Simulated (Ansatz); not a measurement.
# Si: geometry relaxation (part 3 of 3)

Continued. System: Si (slab, 15 atoms in the cell). Method: DFT PBE, scalar-relativistic, plane waves, PAW, no spin polarisation (Ansatz 0.2.0); cutoff 420 eV, 4×5×1 k-mesh, Gaussian smearing of 0.1 eV. The structure derives from an entry of the Crystallography Open Database. The input holds or restrains some coordinates. Forces given for the steps count only the free coordinates. It belongs to a series of runs on one base structure; here: Si vacancy, atoms relaxed.

Geometry of the input (Å; fractional positions):
```
7.6805  0.0000  0.0000
0.0000  5.4309  0.0000
0.0000  0.0000  23.7604
Si 0.2500  0.0000  0.3788
Si 0.7500  0.0000  0.3788
Si 0.0000  0.2500  0.3788
Si 0.5000  0.2500  0.3788
Si 0.0000  0.5000  0.4596
Si 0.5000  0.5000  0.4596
Si 0.2500  0.7500  0.4596
Si 0.7500  0.7500  0.4596
Si 0.2500  0.0000  0.5404
Si 0.7500  0.0000  0.5404
Si 0.0000  0.2500  0.5404
Si 0.5000  0.2500  0.5404
Si 0.5000  0.5000  0.6212
Si 0.2500  0.7500  0.6212
Si 0.7500  0.7500  0.6212
```

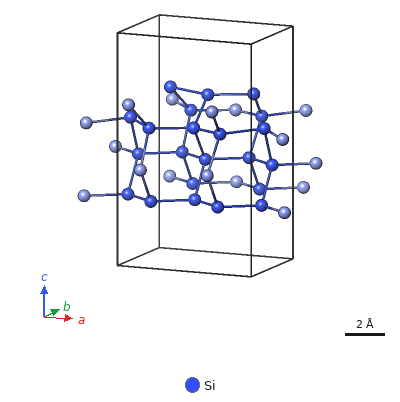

**Figure 1.** The geometry at step 5 of the log (ball-and-stick view of the cell of the calculation, with the vacuum cut short, seen slightly off an axis; neighbours outside the cell are drawn fainter).

## What the program printed, continued
```
--- Per-component energies (eV) ---
  E_band       = -365.251192
  E_kinetic    = 582.616688
  E_local      = -15854.751880  (includes V_loc(G=0)·N_el)
  E_nonlocal   = 387.898721
  E_hartree    = 7618.711043
  E_xc         = -816.647621
  E_vxc        = -685.536616  (∫ρ·V_xc dr)
  E_paw        = -7687.344255  (= ΣΔE_a)
  E_vpaw       = -33.041963  (= ΣTr[D̂ρ^β])
  E_aug_tail   = 0.000099  (compensation charges beyond the density's cutoff)
  E_efield     = 0.000237  (sawtooth field / dipole correction)
  E_vefield    = 0.158665  (∫n·V_field dr)
  E_ewald      = 6241.155083
  E_smearing   = -0.049363  (= −TS)
  E_closure    = -0.000000  (closes the sum)
  Σ components = -9528.411249   (vs F -9528.411249, Δ=0.00e0)
--- Forces (eV/Å), atoms counted from 1 ---
  atom   1  Si     0.01389185     0.84064454     0.14716885
  atom   2  Si    -0.01389185     0.84064454     0.14716885
  atom   3  Si     0.00000000    -0.84764834     0.18579301
  atom   4  Si     0.00000000    -0.82661302     0.09031472
  atom   5  Si     0.00000000     0.03581314    -0.46347364
  atom   6  Si     0.00000000    -0.21600957     0.20268485
  atom   7  Si    -0.27869392     0.09765000    -0.14943858
  atom   8  Si     0.27869392     0.09765000    -0.14943858
  atom   9  Si     0.02619571    -0.02953278     0.00704820
  atom  10  Si    -0.02619571    -0.02953278     0.00704820
  atom  11  Si     0.00000000     0.02443315     0.03341472
  atom  12  Si     0.00000000     0.02478335    -0.00412698
  atom  13  Si     0.00000000    -0.03864819    -0.01899543
  atom  14  Si    -0.01470864     0.01318323    -0.01762395
  atom  15  Si     0.01470864     0.01318323    -0.01762395
  max |Σ_I F_I| component: 7.97e-5 eV/Å
--- Band table (eV; the first three rows and the last of 9) ---
  k-point 0: bands = ["-12.9956", "-11.6031", "-10.9190", "-10.8643", "-9.7959", "-9.5117", "-9.3721", "-8.9720", "-8.6363", "-7.6180", "-7.4224", "-6.9325", "-6.7763", "-6.2760", "-5.2247", "-4.9313", "-4.8286", "-4.3104", "-4.1634", "-4.0485", "-3.9739", "-3.8935", "-3.1811", "-2.9751", "-2.8135", "-2.7037", "-1.9020", "-1.8173", "-1.7540", "-1.6776", "-1.1569", "-0.8456", "-0.6698", "-0.5349", "-0.2761", "0.3992", "0.4719", "0.6191", "0.7691", "1.1988", "1.3202", "1.6214", "1.6881", "1.7216", "1.9009"]
  k-point 1: bands = ["-12.8241", "-11.4598", "-10.8193", "-10.7758", "-10.2977", "-9.8731", "-9.4202", "-9.2705", "-7.7255", "-7.5996", "-7.4622", "-7.4047", "-7.1943", "-6.7369", "-5.1493", "-4.4383", "-4.4328", "-4.2999", "-4.2135", "-4.1085", "-3.7854", "-3.4104", "-3.1725", "-3.1611", "-2.7273", "-2.6960", "-1.9042", "-1.6264", "-1.5117", "-1.3834", "-1.0842", "-0.9793", "-0.8113", "-0.7305", "-0.3146", "0.0821", "0.5936", "0.6054", "0.7402", "1.2706", "1.5166", "1.9597", "2.0502", "2.2725", "2.3310"]
  k-point 2: bands = ["-12.3355", "-11.3817", "-11.0528", "-10.6213", "-10.5944", "-10.4257", "-9.2275", "-9.1002", "-8.1934", "-8.0467", "-7.8757", "-7.5200", "-7.0350", "-6.6024", "-5.1605", "-4.5172", "-4.4129", "-4.0407", "-3.9633", "-3.9054", "-3.5385", "-3.3474", "-2.8869", "-2.5210", "-2.5171", "-2.3710", "-2.3702", "-1.6599", "-1.5727", "-1.3552", "-1.3474", "-1.0952", "-0.4902", "-0.4410", "-0.3545", "0.3014", "0.8955", "0.9954", "1.2093", "1.5131", "1.6800", "2.0232", "2.1403", "2.1483", "2.3236"]
  k-point 8: bands = ["-11.8495", "-11.7798", "-10.9804", "-10.8542", "-10.5670", "-10.4453", "-9.9933", "-9.7879", "-7.1811", "-7.1541", "-7.0087", "-6.8582", "-6.2570", "-6.0586", "-5.9928", "-5.3842", "-4.8120", "-4.7907", "-4.4738", "-4.4142", "-3.7924", "-3.7772", "-3.3173", "-3.3045", "-2.7837", "-2.7341", "-2.3971", "-2.2217", "-1.3505", "-1.2733", "-0.9856", "-0.9455", "-0.4908", "0.2781", "0.3055", "1.2171", "1.3336", "1.5546", "1.8360", "2.0767", "2.1265", "2.3775", "2.4840", "2.7437", "2.9504"]
--- Relaxed structure (9 steps of the walk, 9 accepted, 0 SCFs on fresh bases) ---
  F+E_penalty+E_count = -9528.41124929 eV   max|allowed force component| = 3.865e-2 eV/Å
  atoms:
    - { symbol: Si, position: [0.25, 0.0, 0.37878179069999995] }
    - { symbol: Si, position: [0.75, 0.0, 0.37878179069999995] }
    - { symbol: Si, position: [0.0, 0.24999999999999997, 0.37878179069999995] }
    - { symbol: Si, position: [0.5, 0.24999999999999997, 0.37878179069999995] }
    - { symbol: Si, position: [0.0, 0.49999999999999994, 0.45959393019999994] }
    - { symbol: Si, position: [0.5, 0.49999999999999994, 0.45959393019999994] }
    - { symbol: Si, position: [0.25, 0.7499999999999999, 0.45959393019999994] }
    - { symbol: Si, position: [0.75, 0.7499999999999999, 0.45959393019999994] }
    - { symbol: Si, position: [0.232036602306471, -0.0013975450565608513, 0.5425718994471701] }
    - { symbol: Si, position: [0.7679633976935291, -0.0013975450565608513, 0.5425718994471701] }
    - { symbol: Si, position: [0.0, 0.3113035799131295, 0.5482351543620272] }
    - { symbol: Si, position: [0.5, 0.2147813957134602, 0.5397509358740162] }
    - { symbol: Si, position: [0.5, 0.5782788862726651, 0.5920602695686543] }
    - { symbol: Si, position: [0.1907696112533679, 0.6438918534145605, 0.6011988316657032] }
    - { symbol: Si, position: [0.809230388746632, 0.6438918534145605, 0.6011988316657032] }
```

## Trajectory as extended XYZ (Å, eV, eV/Å), 7 of the 9 frames kept, from step=1 to step=9
```
15
Lattice="7.6805 0.0000 0.0000 0.0000 5.4309 0.0000 0.0000 0.0000 23.7604" Properties=species:S:1:pos:R:3:forces:R:3 step=1 energy=-9527.02081
Si    1.9201    0.0000    9.0000    0.0191   0.5148   0.0565
Si    5.7604    0.0000    9.0000   -0.0191   0.5148   0.0565
Si    0.0000    1.3577    9.0000    0.0000  -0.7297   0.2998
Si    3.8403    1.3577    9.0000    0.0000  -0.4171   0.1463
Si    0.0000    2.7155   10.9201    0.0000  -0.0198  -0.0941
Si    3.8403    2.7155   10.9201    0.0000   0.1576  -0.3281
Si    1.9201    4.0732   10.9201   -0.0092  -0.0988  -0.3310
Si    5.7604    4.0732   10.9201    0.0092  -0.0988  -0.3310
Si    1.9201    0.0000   12.8403   -0.0293   0.2251   0.1139
Si    5.7604    0.0000   12.8403    0.0293   0.2251   0.1139
Si    0.0000    1.3577   12.8403    0.0000   0.4054   0.1058
Si    3.8403    1.3577   12.8403    0.0000  -0.1984   0.3247
Si    3.8403    2.7155   14.7604    0.0000   0.0901  -0.3979
Si    1.9201    4.0732   14.7604   -0.2865  -0.2850   0.1322
Si    5.7604    4.0732   14.7604    0.2865  -0.2850   0.1322
15
Lattice="7.6805 0.0000 0.0000 0.0000 5.4309 0.0000 0.0000 0.0000 23.7604" Properties=species:S:1:pos:R:3:forces:R:3 step=2 energy=-9527.25922
Si    1.9201    0.0000    9.0000    0.0095   0.5934   0.0944
Si    5.7604    0.0000    9.0000   -0.0095   0.5934   0.0944
Si    0.0000    1.3577    9.0000    0.0000  -0.7728   0.2586
Si    3.8403    1.3577    9.0000    0.0000  -0.4650   0.0988
Si    0.0000    2.7155   10.9201    0.0000  -0.0180  -0.1985
Si    3.8403    2.7155   10.9201    0.0000   0.1231  -0.1646
Si    1.9201    4.0732   10.9201   -0.1005  -0.0219  -0.1902
Si    5.7604    4.0732   10.9201    0.1005  -0.0219  -0.1902
Si    1.8736    0.0050   12.8614    0.0992   0.1083   0.0818
Si    5.8069    0.0050   12.8614   -0.0992   0.1083   0.0818
Si    0.0000    1.4461   12.8980    0.0000   0.3798   0.1934
Si    3.8403    1.3035   12.8249    0.0000  -0.2616   0.3276
Si    3.8403    2.7429   14.6603    0.0000   0.3695  -0.4292
Si    1.8093    3.9649   14.7216   -0.3386  -0.3573  -0.0292
Si    5.8712    3.9649   14.7216    0.3386  -0.3573  -0.0292
15
Lattice="7.6805 0.0000 0.0000 0.0000 5.4309 0.0000 0.0000 0.0000 23.7604" Properties=species:S:1:pos:R:3:forces:R:3 step=4 energy=-9528.01596
Si    1.9201    0.0000    9.0000    0.0192   0.7860   0.1394
Si    5.7604    0.0000    9.0000   -0.0192   0.7860   0.1394
Si    0.0000    1.3577    9.0000    0.0000  -0.8440   0.2251
Si    3.8403    1.3577    9.0000    0.0000  -0.7162   0.0845
Si    0.0000    2.7155   10.9201    0.0000  -0.0014  -0.2187
Si    3.8403    2.7155   10.9201    0.0000  -0.0627   0.1802
Si    1.9201    4.0732   10.9201   -0.2574   0.1095  -0.0412
Si    5.7604    4.0732   10.9201    0.2574   0.1095  -0.0412
Si    1.8203    0.0196   12.8903   -0.0149  -0.1579   0.1730
Si    5.8602    0.0196   12.8903    0.0149  -0.1579   0.1730
Si    0.0000    1.6077   13.0092    0.0000   0.4792   0.1489
Si    3.8403    1.2290   12.8380    0.0000  -0.0051   0.1967
Si    3.8403    2.9573   14.3946    0.0000   0.4682  -0.2936
Si    1.5405    3.7309   14.5688   -0.1847  -0.3969  -0.4330
Si    6.1401    3.7309   14.5688    0.1847  -0.3969  -0.4330
15
Lattice="7.6805 0.0000 0.0000 0.0000 5.4309 0.0000 0.0000 0.0000 23.7604" Properties=species:S:1:pos:R:3:forces:R:3 step=5 energy=-9528.30420
Si    1.9201    0.0000    9.0000    0.0266   0.8407   0.1607
Si    5.7604    0.0000    9.0000   -0.0266   0.8407   0.1607
Si    0.0000    1.3577    9.0000    0.0000  -0.8515   0.2188
Si    3.8403    1.3577    9.0000    0.0000  -0.7795   0.0950
Si    0.0000    2.7155   10.9201    0.0000  -0.0037  -0.2373
Si    3.8403    2.7155   10.9201    0.0000  -0.1899   0.2606
Si    1.9201    4.0732   10.9201   -0.2769   0.1991   0.0170
Si    5.7604    4.0732   10.9201    0.2769   0.1991   0.0170
Si    1.8039    0.0240   12.9066   -0.0984  -0.2540   0.0760
Si    5.8767    0.0240   12.9066    0.0984  -0.2540   0.0760
Si    0.0000    1.6873   13.0550    0.0000   0.2353  -0.0187
Si    3.8403    1.2201   12.8667    0.0000   0.1156   0.0824
Si    3.8403    3.0505   14.3200    0.0000   0.1620  -0.1816
Si    1.4453    3.6055   14.4511   -0.0720  -0.1299  -0.3639
Si    6.2352    3.6055   14.4511    0.0720  -0.1299  -0.3639
15
Lattice="7.6805 0.0000 0.0000 0.0000 5.4309 0.0000 0.0000 0.0000 23.7604" Properties=species:S:1:pos:R:3:forces:R:3 step=6 energy=-9528.39634
Si    1.9201    0.0000    9.0000    0.0294   0.8573   0.1545
Si    5.7604    0.0000    9.0000   -0.0294   0.8573   0.1545
Si    0.0000    1.3577    9.0000    0.0000  -0.8585   0.2031
Si    3.8403    1.3577    9.0000    0.0000  -0.8049   0.0843
Si    0.0000    2.7155   10.9201    0.0000   0.0253  -0.4692
Si    3.8403    2.7155   10.9201    0.0000  -0.2479   0.2451
Si    1.9201    4.0732   10.9201   -0.2629   0.1254  -0.1229
Si    5.7604    4.0732   10.9201    0.2629   0.1254  -0.1229
Si    1.7850   -0.0085   12.8941    0.0525   0.0282  -0.0223
Si    5.8955   -0.0085   12.8941   -0.0525   0.0282  -0.0223
Si    0.0000    1.7001   13.0342    0.0000  -0.1619  -0.1148
Si    3.8403    1.1980   12.8578    0.0000  -0.0408   0.0107
Si    3.8403    3.0944   14.2140    0.0000   0.0304  -0.0606
Si    1.3930    3.5077   14.2907    0.1123   0.0185   0.0413
Si    6.2875    3.5077   14.2907   -0.1123   0.0185   0.0413
15
Lattice="7.6805 0.0000 0.0000 0.0000 5.4309 0.0000 0.0000 0.0000 23.7604" Properties=species:S:1:pos:R:3:forces:R:3 step=8 energy=-9528.40796
Si    1.9201    0.0000    9.0000    0.0173   0.8494   0.1486
Si    5.7604    0.0000    9.0000   -0.0173   0.8494   0.1486
Si    0.0000    1.3577    9.0000    0.0000  -0.8621   0.1875
Si    3.8403    1.3577    9.0000    0.0000  -0.8151   0.0878
Si    0.0000    2.7155   10.9201    0.0000   0.0361  -0.4835
Si    3.8403    2.7155   10.9201    0.0000  -0.2344   0.2090
Si    1.9201    4.0732   10.9201   -0.2547   0.0809  -0.1604
Si    5.7604    4.0732   10.9201    0.2547   0.0809  -0.1604
Si    1.7956   -0.0182   12.8927    0.0024  -0.0078   0.0120
Si    5.8850   -0.0182   12.8927   -0.0024  -0.0078   0.0120
Si    0.0000    1.6595   13.0076    0.0000   0.0418   0.0426
Si    3.8403    1.1840   12.8408    0.0000  -0.0074   0.0001
Si    3.8403    3.1165   14.1420    0.0000   0.0095  -0.0191
Si    1.4246    3.4927   14.2875    0.0350  -0.0067  -0.0123
Si    6.2559    3.4927   14.2875   -0.0350  -0.0067  -0.0123
15
Lattice="7.6805 0.0000 0.0000 0.0000 5.4309 0.0000 0.0000 0.0000 23.7604" Properties=species:S:1:pos:R:3:forces:R:3 step=9 energy=-9528.41125
Si    1.9201    0.0000    9.0000    0.0139   0.8406   0.1472
Si    5.7604    0.0000    9.0000   -0.0139   0.8406   0.1472
Si    0.0000    1.3577    9.0000    0.0000  -0.8476   0.1858
Si    3.8403    1.3577    9.0000    0.0000  -0.8266   0.0903
Si    0.0000    2.7155   10.9201    0.0000   0.0358  -0.4635
Si    3.8403    2.7155   10.9201    0.0000  -0.2160   0.2027
Si    1.9201    4.0732   10.9201   -0.2787   0.0977  -0.1494
Si    5.7604    4.0732   10.9201    0.2787   0.0977  -0.1494
Si    1.7822   -0.0076   12.8917    0.0262  -0.0295   0.0070
Si    5.8983   -0.0076   12.8917   -0.0262  -0.0295   0.0070
Si    0.0000    1.6907   13.0263    0.0000   0.0244   0.0334
Si    3.8403    1.1665   12.8247    0.0000   0.0248  -0.0041
Si    3.8403    3.1406   14.0676    0.0000  -0.0386  -0.0190
Si    1.4652    3.4969   14.2847   -0.0147   0.0132  -0.0176
Si    6.2153    3.4969   14.2847    0.0147   0.0132  -0.0176
```

## Key numbers

```json
{"quantity": "outcome", "value": "converged under the restraints of the input"}
{"quantity": "electrons treated", "value": "60"}
{"quantity": "free energy", "value": "−9528.4112 eV"}
{"quantity": "work function, top face", "value": "4.54 eV"}
{"quantity": "work function, bottom face", "value": "4.76 eV"}
{"quantity": "Fermi energy", "value": "−1.328 eV"}
{"quantity": "gap on the k-point mesh", "value": "none (metallic)"}
{"quantity": "final volume", "value": "991.10 Å³"}
{"quantity": "work function (upper face)", "value": "4.54 eV"}
{"quantity": "largest force (length of the vector) at the end, held atoms and coordinates included", "value": "0.868 eV/Å"}
{"quantity": "hardware", "value": "2 threads of Intel Xeon @ 2.50GHz (Skylake/Cascade Lake), 64 GiB of memory available, shared host"}
{"quantity": "wall time", "value": "3.9 min (CPU time 7.6 min)"}
{"quantity": "peak memory", "value": "1.2 GiB"}
```
